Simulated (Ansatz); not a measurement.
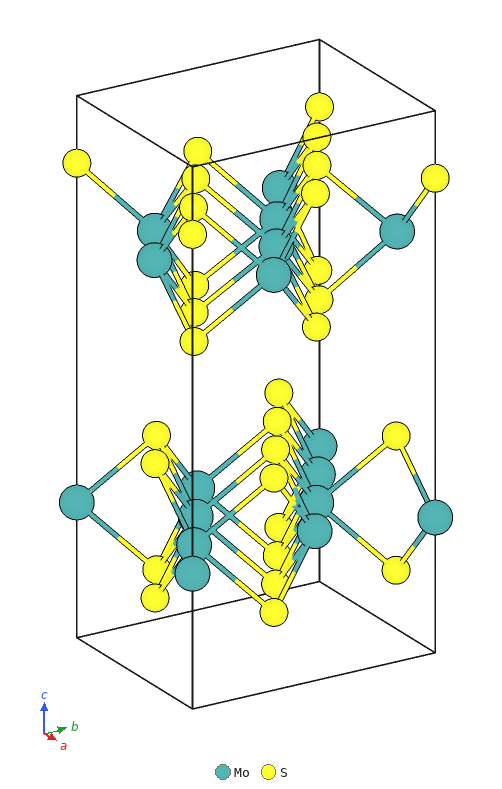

An orthographic ball-and-stick view of the structure, slightly off an axis. One simulation cell is framed, with atoms on its boundary repeated.

Mo$_{14}$S$_{27}$, a = 8.31 Å, b = 8.31 Å, c = 12.59 Å, α = 90.00°, β = 90.00°, γ = 120.00°.

Computational set-up: DFT PBEsol, scalar-relativistic, plane waves, PAW (Ansatz 0.2.0), an energy cutoff of 420 eV, a 2×2×2 grid in reciprocal space, Gaussian smearing of 0.01 eV, no spin polarisation.

Question: Metal or not?

Answer: A semiconductor at this level, with a gap of 0.58 eV on the k-mesh (the true edges may lie between mesh points, so the gap can be somewhat smaller).

Origin of the cell: a structure listed in the Materials Project, repeated into a supercell with a point defect put in. The atoms were relaxed in a fixed cell with Ansatz, DFT PBEsol, scalar-relativistic, plane waves, PAW.
